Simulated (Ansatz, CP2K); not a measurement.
**CP2K runs on generalised stacking fault on (111) (shuffle set) of a GaAs-GaSb solid solution (48 atoms)**

Wanted: CP2K inputs and outputs for generalised stacking fault on (111) (shuffle set) of a GaAs-GaSb solid solution (48 atoms), checked against a plane-wave reference.

Main program and level: CP2K 2026.2; the method is named at each step.

## Step 1: The structure

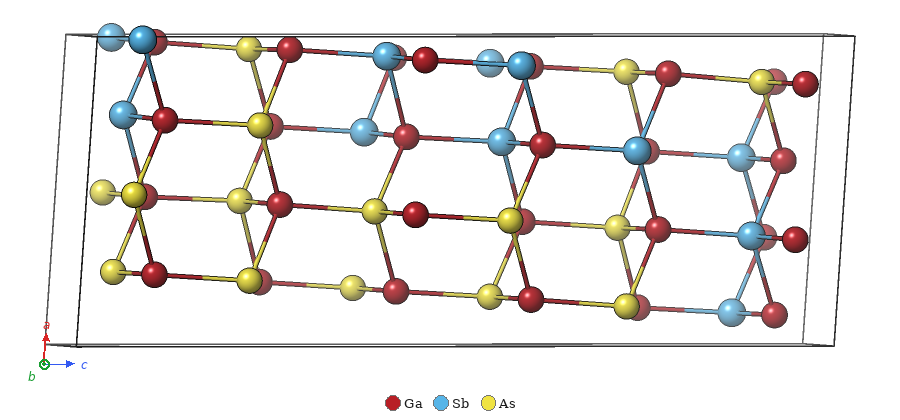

The starting structure, seen from the side, with the c axis across the page (gallium red, antimony blue, arsenic yellow). Some periodic images of atoms are drawn too.

The cell holds 48 atoms: 24 Ga, 10 Sb and 14 As. Cell: a = 8.267 Å, b = 7.159 Å, c = 20.296 Å, α = 90.0°, β = 86.1°, γ = 90.0°. Zinc-blende GaAs lattice (a = 5.8453 Å, the value set for the mixture), cell with z along [111], 2 x 1 x 2 periods; the third cell vector is tilted by 0.333 of 1/2[1-10] and lengthened by 0 Å, so the cell holds one fault (shuffle set); displaced by a Gaussian of 0.01 Å; 10 of 24 As sites given to Sb at random (lattice constant by Vegard's rule between GaAs and GaSb). Then every atom was moved at random, 0.02 Å r.m.s. a Cartesian component. The structure's axis is c.

The yardstick, on the same geometry:

```
method                 : Kohn-Sham DFT, PBE, PAW, plane waves (Ansatz 0.2.0); cutoff 420 eV, Γ point, fermi-dirac smearing of 0.05 eV; PAW set soft_2
r.m.s. force component : 0.6512 eV/Å
longest force          : 2.092 eV/Å
pressure               : 5.081 GPa
SCF cycles             : 10
time                   : 19 s on 4 threads of Arm Neoverse V2, shared host
CPU time               : 71 s
```

## Step 2: PBE, DZVP-UZH, 800/60 Ry, diagonalisation

Method: Kohn-Sham DFT, PBE, GTH-PBE pseudopotentials, Gaussian and plane waves, DZVP-MOLOPT (UZH set), diagonalisation.

Contents of input.inp:

```
&GLOBAL
  PROJECT cell
  RUN_TYPE ENERGY_FORCE
  PRINT_LEVEL LOW
&END GLOBAL
&FORCE_EVAL
  METHOD QS
  STRESS_TENSOR ANALYTICAL
  &DFT
    BASIS_SET_FILE_NAME BASIS_MOLOPT_UZH
    POTENTIAL_FILE_NAME POTENTIAL_UZH
    &MGRID
      CUTOFF 800
      REL_CUTOFF 60
      NGRIDS 5
    &END MGRID
    &QS
      EPS_DEFAULT 1.0E-12
    &END QS
    &SCF
      SCF_GUESS ATOMIC
      EPS_SCF 1.0E-06
      MAX_SCF 200
      ADDED_MOS 33
      &DIAGONALIZATION
        ALGORITHM STANDARD
      &END DIAGONALIZATION
      &SMEAR ON
        METHOD FERMI_DIRAC
        ELECTRONIC_TEMPERATURE [K] 580
      &END SMEAR
      &MIXING
        METHOD BROYDEN_MIXING
        ALPHA 0.15
        NBROYDEN 8
      &END MIXING
      &PRINT
        &RESTART OFF
        &END RESTART
      &END PRINT
    &END SCF
    &XC
      &XC_FUNCTIONAL PBE
      &END XC_FUNCTIONAL
    &END XC
    &PRINT
      &MULLIKEN ON
      &END MULLIKEN
      &HIRSHFELD ON
        SHAPE_FUNCTION DENSITY
      &END HIRSHFELD
      &MO ON
        EIGENVALUES T
        OCCUPATION_NUMBERS T
        MO_INDEX_RANGE 205 228
        &EACH
          QS_SCF 0
        &END EACH
        ADD_LAST NUMERIC
      &END MO
    &END PRINT
  &END DFT
  &SUBSYS
    &CELL
      A 8.26650 0.00000 0.00000
      B 0.00000 7.15900 0.00000
      C 1.37778 0.00000 20.24871
    &END CELL
    &COORD
      SCALED
      Ga 0.59449 0.50123 0.93733
      Sb 0.74434 0.49899 0.06205
      Ga 0.72984 0.82863 0.10392
      As 0.71255 0.83109 0.22984
      Ga 0.09652 0.50021 0.93946
      As 0.23788 0.49971 0.06277
      Ga 0.23130 0.83059 0.10371
      As 0.21182 0.82972 0.22983
      Ga 0.34342 0.99865 0.93945
      As 0.49034 0.00041 0.06269
      Ga 0.47873 0.33519 0.10457
      As 0.46545 0.33469 0.23020
      Ga 0.45596 0.66858 0.26981
      As 0.43361 0.66833 0.39553
      Ga 0.70410 0.17014 0.27111
      Sb 0.68529 0.16751 0.39537
      Ga 0.67262 0.50022 0.43766
      Sb 0.65623 0.50010 0.56397
      Ga 0.64841 0.83868 0.60411
      Sb 0.62934 0.83628 0.72967
      Ga 0.84519 0.99871 0.93893
      Sb 0.99046 0.00074 0.06027
      Ga 0.97762 0.32678 0.10391
      As 0.95537 0.33601 0.22878
      Ga 0.95553 0.66749 0.26906
      Sb 0.93420 0.66674 0.39767
      Ga 0.20199 0.16459 0.27051
      As 0.18266 0.16759 0.39427
      Ga 0.17421 0.49911 0.43774
      As 0.15660 0.50205 0.56198
      Ga 0.14994 0.83570 0.60269
      As 0.12755 0.83318 0.72968
      Ga 0.42496 0.99390 0.43619
      As 0.40604 0.99227 0.56181
      Ga 0.39751 0.33231 0.60534
      As 0.37739 0.33280 0.73143
      Ga 0.37417 0.66401 0.77134
      Sb 0.35313 0.66494 0.89512
      Ga 0.62234 0.16733 0.76984
      Sb 0.60179 0.16934 0.89534
      Ga 0.92417 0.99809 0.43493
      Sb 0.90583 0.00253 0.56233
      Ga 0.89818 0.33457 0.60213
      As 0.88042 0.33484 0.72918
      Ga 0.87648 0.66832 0.77078
      As 0.84972 0.66451 0.89497
      Ga 0.11821 0.16870 0.77168
      Sb 0.10151 0.16993 0.89661
    &END COORD
    &KIND Ga
      BASIS_SET DZVP-MOLOPT-PBE-GTH-q13
      POTENTIAL GTH-PBE-q13
    &END KIND
    &KIND Sb
      BASIS_SET DZVP-MOLOPT-PBE-GTH-q5
      POTENTIAL GTH-PBE-q5
    &END KIND
    &KIND As
      BASIS_SET DZVP-MOLOPT-PBE-GTH-q5
      POTENTIAL GTH-PBE-q5
    &END KIND
  &END SUBSYS
  &PRINT
    &FORCES ON
    &END FORCES
    &STRESS_TENSOR ON
    &END STRESS_TENSOR
  &END PRINT
&END FORCE_EVAL
```

The run is started by

```
OMP_NUM_THREADS=2 cp2k.psmp -i input.inp > output.txt
```

Numbers of over 12 decimals in the logs are rounded to 6 here.

Log:

```text
CP2K| version string:                                       CP2K version 2026.2
 CP2K| Input file name                                                 input.inp
 GLOBAL| Basis set file name                                    BASIS_MOLOPT_UZH
 GLOBAL| Potential file name                                       POTENTIAL_UZH
 GLOBAL| Run type                                                   ENERGY_FORCE
 GLOBAL| Total number of message passing processes                             1
 GLOBAL| Number of threads for this process                                    2
 TOTAL NUMBERS AND MAXIMUM NUMBERS
  Total number of            - Atomic kinds:                                   3
                             - Atoms:                                         48
                             - Shell sets:                                    48
                             - Shells:                                       288
                             - Primitive Cartesian functions:                240
                             - Cartesian basis functions:                   1056
                             - Spherical basis functions:                    912
  Maximum angular momentum of- Orbital basis functions:                        3
                             - Local part of the GTH pseudopotential:          0
                             - Non-local part of the GTH pseudopotential:      4
 SCF PARAMETERS         Density guess:                                    ATOMIC
                        max_scf:                                             200
                        eps_scf:                                        1.00E-06
                        added MOs                                        33    0
                        Mixing method:                            BROYDEN_MIXING
                                                charge density mixing in g-space
                        Smear method:                                FERMI_DIRAC
                        Electronic temperature [K]:                        580.0
                        Electronic temperature [a.u.]:                  1.84E-03
                        Accuracy threshold:                             1.00E-10
 Extrapolation method: initial_guess
 Number of electrons:                                                        432
 Number of occupied orbitals:                                                216
 Number of molecular orbitals:                                               249
 Number of orbital functions:                                                912
 Number of independent orbital functions:                                    912
 SCF WAVEFUNCTION OPTIMIZATION
  Step     Update method      Time    Convergence         Total energy    Change
     1 NoMix/Diag. 0.15E+00    6.8     1.05187842     -1936.8363485219 -1.94E+03
     2 Broy./Diag. 0.15E+00   10.6     0.08366820     -1933.9447730094  2.89E+00
     3 Broy./Diag. 0.15E+00   10.8     0.24338223     -1933.4820508052  4.63E-01
     4 Broy./Diag. 0.15E+00   10.7     0.05528009     -1933.3192513081  1.63E-01
[...]
17 Broy./Diag. 0.15E+00   11.3     0.00000330     -1933.7466415062 -2.04E-05
    18 Broy./Diag. 0.15E+00   11.3     0.00000070     -1933.7466584655 -1.70E-05
  *** SCF run converged in    18 steps ***
  Electronic density on regular grids:       -431.9999999923        0.0000000077
  Core density on regular grids:              431.9999999994       -0.0000000006
  Total charge density on r-space grids:        0.0000000071
  Total charge density g-space grids:           0.0000000071
  Overlap energy of the core charge distribution:               2.56287e-07
  Self energy of the core charge distribution:              -2644.245142
  Core Hamiltonian energy:                                    771.180746
  Hartree energy:                                             220.805751
  Exchange-correlation energy:                               -281.482259
  Electronic entropic energy:                                  -0.00575589
  Fermi energy:                                                 0.161130
  Total energy:                                             -1933.746658
  Total energy (extrapolated to T->0):                      -1933.743781
 MO| EIGENVALUES AND OCCUPATION NUMBERS
 MO|
 MO|  Index      Eigenvalue [a.u.]        Eigenvalue [eV]             Occupation
 MO|    205               0.121213               3.298365               2.000000
 MO|    206               0.121686               3.311242               2.000000
 MO|    207               0.124220               3.380210               2.000000
[...]
MO|    227               0.205334               5.587436               0.000000
 MO|    228               0.213188               5.801135               0.000000
 MO| Sum:                                                             432.000000
 MO| E(Fermi):            0.161130 a.u.          4.384562 eV
 !-----------------------------------------------------------------------------!
                     Mulliken Population Analysis
 #  Atom  Element  Kind  Atomic population                           Net charge
       1     Ga       1         13.128905                             -0.128905
       2     Sb       2          4.740869                              0.259131
       3     Ga       1         13.077203                             -0.077203
[...]
47     Ga       1         12.941821                              0.058179
      48     Sb       2          4.681964                              0.318036
 # Total charge                            432.000000                  0.000000
 !-----------------------------------------------------------------------------!
 !-----------------------------------------------------------------------------!
                           Hirshfeld Charges
  #Atom  Element  Kind  Ref Charge     Population                    Net charge
      1       Ga     1      13.000         12.889                         0.111
      2       Sb     2       5.000          5.058                        -0.058
      3       Ga     1      13.000         12.901                         0.099
[...]
47       Ga     1      13.000         12.884                         0.116
     48       Sb     2       5.000          5.036                        -0.036
  Total Charge                                                           -0.000
 !-----------------------------------------------------------------------------!
 ENERGY| Total FORCE_EVAL ( QS ) energy [hartree]          -1933.746656
 FORCES| Atomic forces [hartree/bohr]
 FORCES|   Atom     x               y               z               |f|
 FORCES|      1  3.28920983E-02  3.44865686E-03  1.85444193E-02   3.79167358E-02
 FORCES|      2 -3.00012880E-02  6.37246028E-03 -2.80831969E-02   4.15854720E-02
 FORCES|      3 -1.40262660E-02  9.43210918E-03  2.20550868E-02   2.77871855E-02
[...]
FORCES|     47  4.59313184E-03 -6.75992119E-03 -2.30504078E-02   2.44563835E-02
 FORCES|     48  2.21988057E-03  1.13627009E-03  1.21891613E-03   2.77574062E-03
 FORCES| Sum    -8.23681580E-04  4.09646783E-03 -2.40340167E-04
 FORCES| Total atomic force                                       4.18536300E-03
 STRESS| Analytical stress tensor [bar]
 STRESS|                        x                   y                   z
 STRESS|      x        1.20618908905E+05  -2.02567191928E+03  -1.31997247514E+04
 STRESS|      y       -2.02567191928E+03   2.76652667893E+04  -1.65486444436E+03
 STRESS|      z       -1.31997247514E+04  -1.65486444436E+03   2.89596830381E+04
 STRESS| 1/3 Trace                                             5.90812862442E+04
```

The job ended after 4 min (2 threads of Arm Neoverse V2, shared host; peak memory 4.4 GiB; 7.2 min of CPU time).

Banners, paths, timers and routine set-up lines are dropped from the logs unmarked, and long logs keep their key lines alone; longer cuts are marked.

Numbers from this run, and their distance from the reference:

| Quantity | Value |
| --- | --- |
| r.m.s. force component | 0.6656 eV/Å |
| r.m.s. difference of force components | 24.03 meV/Å |
| longest difference of force vectors | 94.89 meV/Å |
| force difference over r.m.s. force | 3.691 % |
| slope of forces against the reference's | 1.022 |
| correlation of force components | 0.9996 |
| pressure | 5.908 GPa |
| pressure difference | 0.8274 GPa |

Length of the force difference by element (eV/Å):

| element | atoms | mean | most |
| --- | --- | --- | --- |
| As | 14 | 0.017 | 0.032 |
| Ga | 24 | 0.050 | 0.095 |
| Sb | 10 | 0.024 | 0.046 |

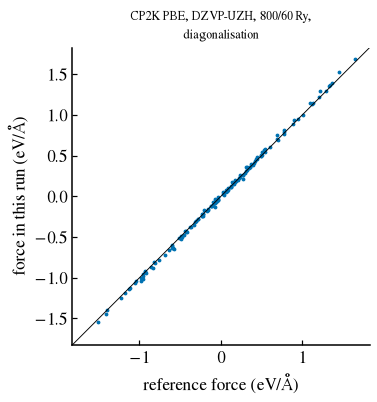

Force components against those of the reference; the line marks equality.

Local excerpt of 9 atoms (numbers count through the whole input) about Ga5, which has 3 bonded neighbours where the commonest count for Ga is 4; x, y, z are measured from there.

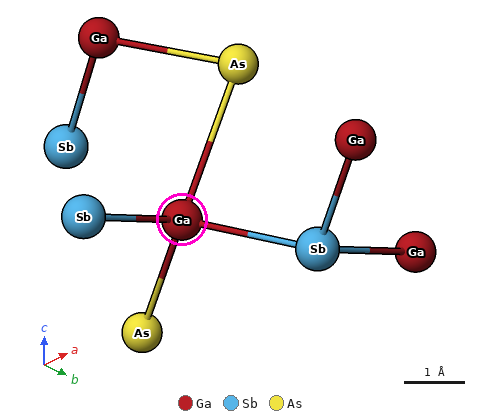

The atoms of the table, within 4.1 Å (arrows a, b, c point along x, y, z); some may hide others; the central atom is ringed.

| atom | x | y | z | distance (Å) | bonds | Hirshfeld charge (e) | Fx | Fy | Fz (eV/Å) |
| --- | --- | --- | --- | --- | --- | --- | --- | --- | --- |
| Ga5 | 0.00 | 0.00 | 0.00 | 0.00 | 3 | 0.11 | -0.43 | 0.46 | 1.00 |
| Sb48 | -0.02 | -2.36 | -0.87 | 2.52 | 4 | -0.04 | 0.11 | 0.06 | 0.06 |
| Sb38 | 2.06 | 1.18 | -0.90 | 2.54 | 4 | -0.04 | -0.24 | 0.50 | 0.37 |
| As46 | -2.10 | 1.18 | -0.90 | 2.57 | 4 | -0.16 | 0.51 | 0.42 | 0.07 |
| As6 | 1.34 | 0.00 | 2.50 | 2.83 | 3 | -0.18 | -0.87 | 0.26 | -0.50 |
| Ga23 | -0.76 | -1.24 | 3.33 | 3.63 | 4 | 0.10 | 1.53 | 0.36 | 1.22 |
| Sb2 | -2.74 | -0.01 | 2.48 | 3.70 | 4 | -0.06 | -1.54 | 0.33 | -1.44 |
| Ga9 | 2.04 | 3.57 | 0.00 | 4.11 | 3 | 0.09 | 0.89 | -0.17 | 1.29 |
| Ga1 | 4.11 | 0.01 | -0.04 | 4.11 | 4 | 0.11 | 1.69 | 0.18 | 0.95 |

Forces lie 3.7 % from the reference's, at 6.2 times its CPU time (on 2 against 4 cores).

## Step 3: PBE, DZVP-UZH, 560/60 Ry, diagonalisation

Method: Kohn-Sham DFT, PBE, GTH-PBE pseudopotentials, Gaussian and plane waves, DZVP-MOLOPT (UZH set), diagonalisation.

input.inp: that of step 2 with these lines changed.

```diff
@@ -12,5 +12,4 @@
     &MGRID
-      CUTOFF 800
+      CUTOFF 560
       REL_CUTOFF 60
-      NGRIDS 5
     &END MGRID
@@ -68,6 +67,6 @@
     &END CELL
-    &COORD
-      SCALED
-[... 48 atom lines left out: the same atoms as in the first run ...]
-    &END COORD
+    &TOPOLOGY
+      COORD_FILE_NAME structure.xyz
+      COORD_FILE_FORMAT XYZ
+    &END TOPOLOGY
     &KIND Ga
```

Contents of structure.xyz:

```xyz
48

Ga 6.20579 3.58831 18.97972
Sb 6.23858 3.57227 1.25643
Ga 6.17640 5.93216 2.10425
As 6.20696 5.94977 4.65396
Ga 2.09225 3.58100 19.02285
As 2.05292 3.57742 1.27101
Ga 2.05493 5.94619 2.09999
As 2.06767 5.93997 4.65376
Ga 4.13324 7.14934 19.02265
As 4.13977 0.00294 1.26939
Ga 4.10150 2.39963 2.11741
As 4.16481 2.39605 4.66125
Ga 4.14093 4.78636 5.46330
As 4.12939 4.78457 8.00897
Ga 6.19397 1.21803 5.48963
Sb 6.20968 1.19920 8.00573
Ga 6.16321 3.58107 8.86205
Sb 6.20175 3.58022 11.41966
Ga 6.19241 6.00411 12.23245
Sb 6.20776 5.98693 14.77488
[... 24 atom lines left out ...]
Ga 8.30739 4.78450 15.60730
As 8.25728 4.75723 18.12199
Ga 2.04039 1.20772 15.62552
Sb 2.07446 1.21653 18.15520
```

Log:

```text
CP2K| version string:                                       CP2K version 2026.2
 CP2K| Input file name                                                 input.inp
 GLOBAL| Basis set file name                                    BASIS_MOLOPT_UZH
 GLOBAL| Potential file name                                       POTENTIAL_UZH
 GLOBAL| Run type                                                   ENERGY_FORCE
 GLOBAL| Total number of message passing processes                             1
 GLOBAL| Number of threads for this process                                    2
[... lines left out ...]
                        Smear method:                                FERMI_DIRAC
[... lines left out ...]
 Number of electrons:                                                        432
[... lines left out ...]
  Step     Update method      Time    Convergence         Total energy    Change
[... lines left out ...]
  *** SCF run converged in    18 steps ***
[... lines left out ...]
  Fermi energy:                                                 0.161140
  Total energy:                                             -1933.747182
  Total energy (extrapolated to T->0):                      -1933.744305
[... lines left out ...]
 MO| E(Fermi):            0.161140 a.u.          4.384850 eV
[... lines left out ...]
     48       Sb     2       5.000          5.036                        -0.036
  Total Charge                                                           -0.000
 !-----------------------------------------------------------------------------!
 ENERGY| Total FORCE_EVAL ( QS ) energy [hartree]          -1933.747180
 FORCES| Atomic forces [hartree/bohr]
 FORCES|   Atom     x               y               z               |f|
 FORCES|      1  3.48372998E-02  4.58369113E-03  2.06627221E-02   4.07626762E-02
 FORCES|      2 -3.00006680E-02  6.37992519E-03 -2.80876425E-02   4.15891715E-02
 FORCES|      3 -1.49178235E-02  9.41978959E-03  2.47083372E-02   3.03607613E-02
[...]
FORCES|     47  7.09653508E-03 -4.28227215E-03 -2.41743708E-02   2.55557991E-02
 FORCES|     48  2.22025669E-03  1.14206566E-03  1.20932315E-03   2.77422354E-03
 FORCES| Sum    -1.09721146E-02  6.46395629E-03  6.77447851E-03
 FORCES| Total atomic force                                       1.44244095E-02
 STRESS| Analytical stress tensor [bar]
 STRESS|                        x                   y                   z
 STRESS|      x        1.20716601293E+05  -2.03212652338E+03  -1.31718847218E+04
 STRESS|      y       -2.03212652338E+03   2.77487670888E+04  -1.66475540670E+03
 STRESS|      z       -1.31718847218E+04  -1.66475540670E+03   2.95397058239E+04
 STRESS| 1/3 Trace                                             5.93350247352E+04
```

Run time: 3.9 min. Hardware: 2 threads; peak memory 2.8 GiB.

Compared with the plane-wave run:

| Item | Value |
| --- | --- |
| r.m.s. force component | 0.6778 eV/Å |
| r.m.s. difference of force components | 72.46 meV/Å |
| longest difference of force vectors | 256.6 meV/Å |
| force difference over r.m.s. force | 11.13 % |
| slope of forces against the reference's | 1.036 |
| correlation of force components | 0.9949 |
| pressure | 5.934 GPa |
| pressure difference | 0.8528 GPa |
| energy less the same-level run's | -0.2969 meV/atom |
| r.m.s. force difference from the same-level run | 72.41 meV/Å |

Against the first run (3.7 %), the force difference from the reference is 11 %, at 1.0 times the CPU time: the grid matters here.

The difference per atom is largest on Ga (0.17 eV/Å on average, against 0.024 on Sb). The forces add up to 0.74 eV/Å instead of zero, usually a sign of too coarse a grid.

[end of part 1 of 2]

[Also dropped from logs without a mark: logging warnings of Python, and SIESTA's first energy breakdown and zero terms.]

[Logs are printed without paths, hosts, clocks, repeated set-up lines and the standing remarks that a program may print on its own settings, such as how far it seeks lower states.]

[Hosts, paths, dates, database ids (printed as entryN), source tags and the programs' standing remarks are cut or masked in the printed files.]
